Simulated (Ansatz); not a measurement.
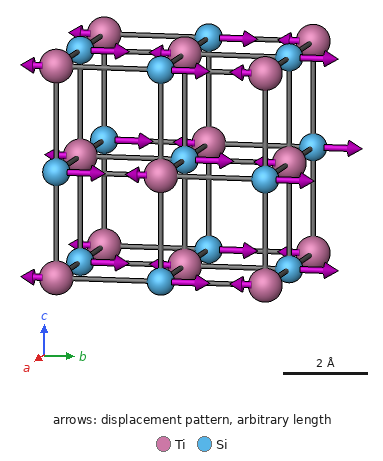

One vibrational mode of a crystal of TiSi (a generated structure) at a fixed volume at the zone centre. The purple arrows are the displacements of the atoms (eigenvector over the root of the mass), of arbitrary overall length and sign. A ball-and-stick model of the conventional cell (4 times the calculation's cell), seen slightly off an axis. Lengths and directions refer to the drawn axes.

Level of theory: Ansatz 0.2.0, DFT PBEsol, scalar-relativistic, plane waves, PAW. Set-up: plane-wave cutoff 420 eV; k-point mesh 14 × 14 × 14; occupations fermi dirac; smearing width 0.15 eV; no spin polarisation.

The frequencies depend somewhat on the k-mesh and the smearing.

What mode is this, and where does it lie in the spectrum?

This is the T₁u mode (triply degenerate; one member of the set is drawn) at 379 cm⁻¹, the only optical level, infrared-active by symmetry. The Si sublattice moves against the Ti sublattice, along b; it stretches the shortest Si–Ti bonds (2.56 Å); the kinetic energy is shared as Si 63 %, Ti 37 %. The crystal is a metal, so free carriers screen the infrared response.
